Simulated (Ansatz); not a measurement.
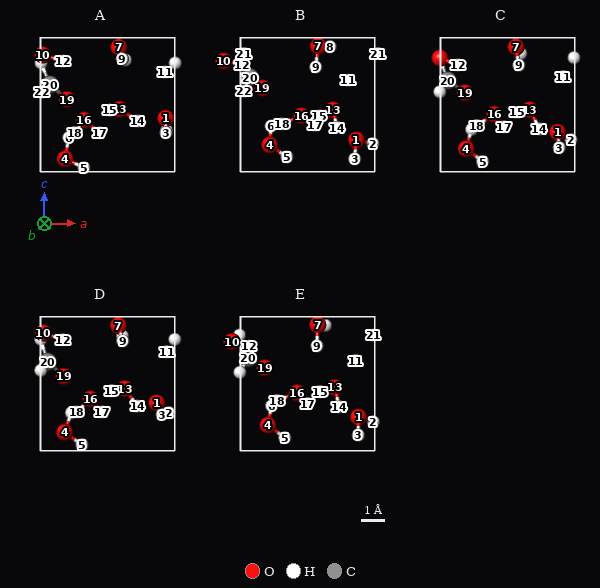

5 geometries from one relaxation of an amorphous cell of composition H₁₄CO₇, in shuffled order. A ball-and-stick model of the cell of the calculation, seen along the b axis.

The cell holds 6 H2O + 1 H2CO. The run prepares the start of a later molecular dynamics calculation, from a guessed geometry.

Level of theory: Ansatz, DFT r2SCAN-D3(BJ), scalar-relativistic, plane waves, PAW. (plane-wave cutoff 500 eV; k-point mesh 1 × 1 × 1; occupations fermi dirac; smearing width 0.05 eV; no spin polarisation; atoms relaxed in a fixed cell; force threshold 0.3 eV/Å; at most 15 steps)

### Put them in the order of the run, from the start to the converged end.

A, D, C, E, B. They are steps 0, 3, 6, 9, 14, at +131 meV per atom, +50.3 meV per atom, +23.0 meV per atom, +7.1 meV per atom relative to the last. The energy falls by 131 meV per atom in 13 accepted moves (14 points after the start). Largest force component: 1.9 eV/Å at the start, 0.24 eV/Å at the end. The line search rejected the trial step at point 12 of the run. The atom that moves furthest is H3 (1.47 Å roughly along [−1 1 −2]). By element the largest moves are H 1.47 Å, O 1.16 Å, C 0.70 Å. The cell doesn't change. Some distances before and after: O19–C20 1.220 → 1.210 Å, O13–H15 0.969 → 0.977 Å, O13–H14 0.969 → 0.963 Å, C20–H22 1.104 → 1.100 Å. Among the angles between lasting bonds that change: H5–O4–H6 104.0° → 107.0°, H21–C20–H22 115.7° → 117.8°. The run took 2.8 min on 1 thread of Arm Neoverse V1, with other jobs on the host, peak memory 0.49 GiB.

Limits of the set-up: the program's low-accuracy preset was used; the periodic images lie only 6.0 Å apart, so the values are limited by the cell's size.
